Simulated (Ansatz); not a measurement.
Consider Al.

```cif
data_structure
_symmetry_space_group_name_H-M 'P 1'
_symmetry_Int_Tables_number 1
_cell_length_a 6.4700
_cell_length_b 6.4700
_cell_length_c 6.4700
_cell_angle_alpha 90.000
_cell_angle_beta 90.000
_cell_angle_gamma 90.000
_cell_volume 270.85
loop_
_atom_site_label
_atom_site_type_symbol
_atom_site_fract_x
_atom_site_fract_y
_atom_site_fract_z
_atom_site_occupancy
Al1 Al 0.50000 0.50000 0.48764 1
Al2 Al 0.00000 0.00000 0.98764 1
Al3 Al 0.75000 0.25000 0.75000 1
Al4 Al 0.25000 0.75000 0.25000 1
Al5 Al 0.75000 0.75000 0.25000 1
Al6 Al 0.25000 0.25000 0.75000 1
Al7 Al 0.50000 0.00000 0.00000 1
Al8 Al 0.00000 0.50000 0.50000 1
Al9 Al 0.25000 0.25000 0.25000 1
Al10 Al 0.75000 0.75000 0.75000 1
Al11 Al 0.50000 0.00000 0.50000 1
Al12 Al 0.00000 0.50000 0.00000 1
Al13 Al 0.50000 0.50000 0.00000 1
Al14 Al 0.00000 0.00000 0.50000 1
Al15 Al 0.75000 0.25000 0.25000 1
Al16 Al 0.25000 0.75000 0.75000 1
```

Space group I4mm; a structure from a database of computed crystals, not necessarily the ambient phase; changed on purpose from its base cell (atom 1 (Al) moved +0.080 A along Cartesian [0 0 1]); not relaxed (largest force 0.3 eV/Å).

Level of theory: Ansatz, DFT PBE, scalar-relativistic, plane waves, PAW.

Predict the valence pseudo-density and electron localisation function between the atoms.

Answer. Al–Al (2.76 Å): ρ is about 0.22 e/Å³ halfway; the ELF peaks at about 0.70 between the atoms.
Al–Al (2.80 Å): ρ is about 0.21 e/Å³ halfway; the ELF peaks at about 0.65 between the atoms.
Al–Al (2.85 Å): ρ is about 0.19 e/Å³ halfway; the ELF peaks at about 0.65 between the atoms.

Does the calculation give a band gap?

Answer. It is metallic or semimetallic at this level of theory: no gap opens.

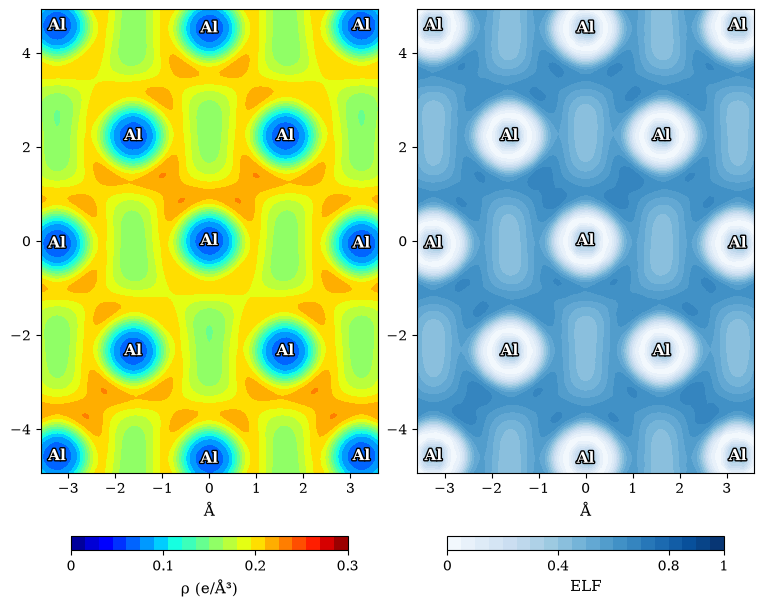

Computed valence pseudo-density and electron localisation function on the (011) plane of the conventional cell, in this order. 

Core electrons are frozen (PAW), and the valence fields are smoothed inside the atomic spheres.
